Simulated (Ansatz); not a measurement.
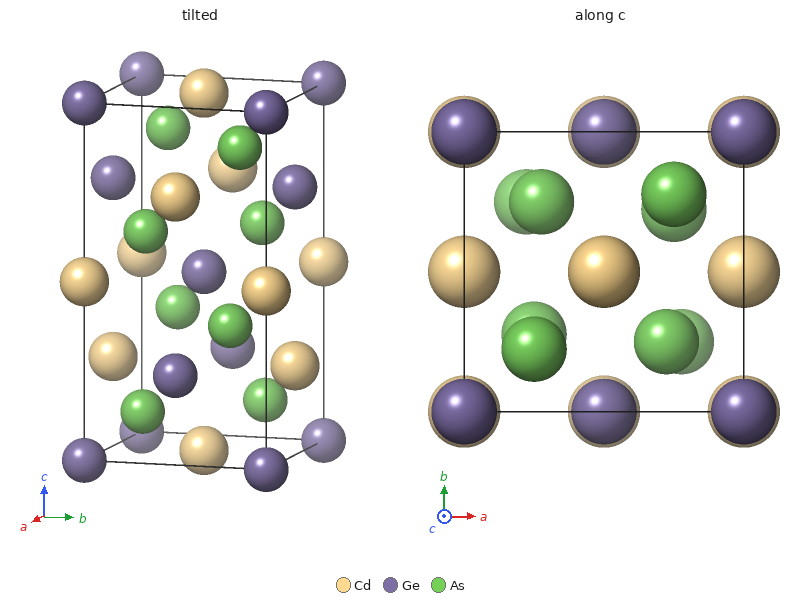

We look at a spheres-only model of the crystal slightly off an axis and along the c axis. The conventional unit cell is drawn as a box. Cell: a = 6.05 Å, b = 6.05 Å, c = 11.48 Å, α = 90.00°, β = 90.00°, γ = 90.00°.

The initial geometry was a structure listed in the Materials Project. Earlier steps of the study may have refined or changed the cell and positions. A calculation with Ansatz used it as input.

Q: What structure is drawn here?

A: It has the composition CdGeAs2. Space group I-42d (No. 122), lattice body-centred tetragonal. The arrangement is known as chalcopyrite. Counting shared atoms by their share gives 4 Cd, 4 Ge, 8 As, or 16 atoms. The neighbours of Cd are four As in a tetrahedral arrangement at about 2.7 Å. The coordination shell of Ge holds four As in a tetrahedral arrangement at about 2.5 Å. Each As atom has two Cd and two Ge in a distorted tetrahedral arrangement (about 2.7 Å to Cd, 2.5 Å to Ge) around it.

The calculation: Ansatz, DFT r2SCAN, scalar-relativistic, plane waves, PAW, with a kinetic-energy cutoff of 500 eV, k-points about 0.18 Å⁻¹ apart, Gaussian smearing of 0.01 eV, no spin polarisation.

Q: Metal or not?

A: A semiconductor at this level, with a gap of 0.02 eV, indirect.

Q: What charge does Bader's analysis assign to each element?

A: Cd +0.56 e; Ge +0.51 e; As -0.54 e.

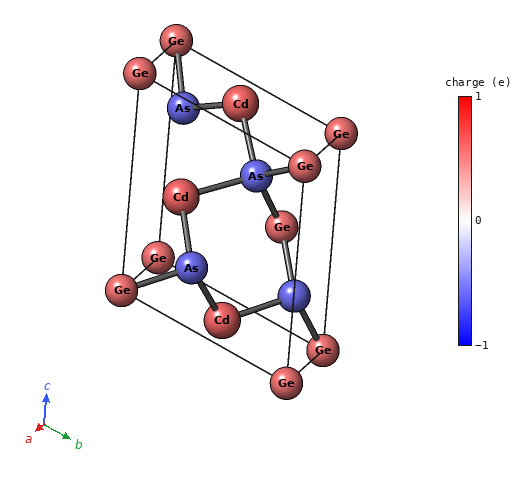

The atoms coloured by those charges. The run's cell of 8 atoms is drawn in a reduced setting, so axes and origin can differ from the first picture.

Q: Has the structure come to rest?

A: No. The largest force is 0.13 eV/Å, on As. The pressure is -2.2 GPa, so the cell would contract.

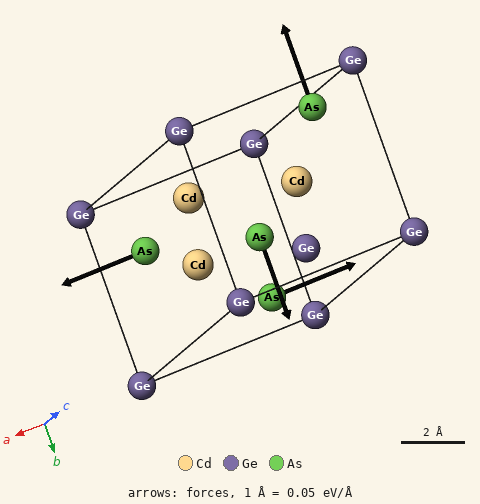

The forces as arrows. The run's cell of 8 atoms is drawn in a reduced setting, so axes and origin can differ from the first picture.
